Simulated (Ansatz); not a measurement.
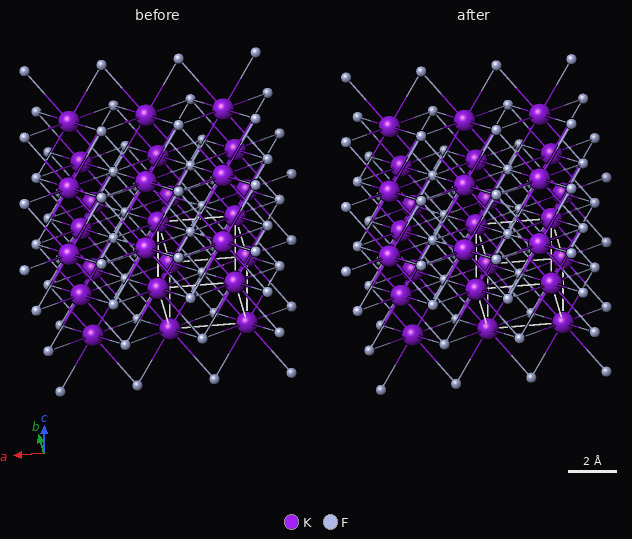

The structure of a crystal of KF (built on the CsCl type) before (left) and after (right) a relaxation, at one scale.

The picture is a ball-and-stick view of the cell of the calculation, repeated 2 × 2 × 2 with one cell outlined, seen from a free direction.

Method: DFT, PBEsol, plane waves, PAW in Ansatz 0.2.0.

Input file:
```yaml
crystal:
  lattice:
    - [3.2587185843, 0.0, 0.0]
    - [0.0, 3.2587185843, 0.0]
    - [0.0, 0.0, 3.2587185843]
  atoms:
    - { symbol: K, position: [0.0, 0.0, 0.0] }
    - { symbol: F, position: [0.5, 0.5, 0.5] }
kpoints:
  mp_grid: { grid: [8, 8, 8] }
hamiltonian:
  xc: pbesol
scf:
  occupations: { method: fermi_dirac, width: 0.02 }
relax:
  f_tol: 0.005
  cell: {}
```

Launched with:
```bash
ansatz run input.yaml --threads 2 --pin off --max-ram 2211MiB --backend cpu --events-out ev --progress --plain --runs-dir out
```

> Describe what moved and what it gained.

Over 4 accepted moves (6 points after the start) the energy falls by 10.6 meV per atom. All forces vanish by symmetry, so only the cell relaxes. Pressure: −2.46 GPa at the start and −0.01 GPa at the end. At 2 points the geometry stayed and the basis and grid were re-selected for the new cell (energy shift of 1.8 meV per atom at most each time). No atom moves by more than 0.005 Å relative to the cell. Cell: a = b = c 3.259 → 3.176 Å (−2.5 %). Volume −7.4 %. Some distances before and after: K1–K1 3.259 → 3.176 Å, K1–F2 2.822 → 2.751 Å. The space group stays Pm-3m (No. 221).
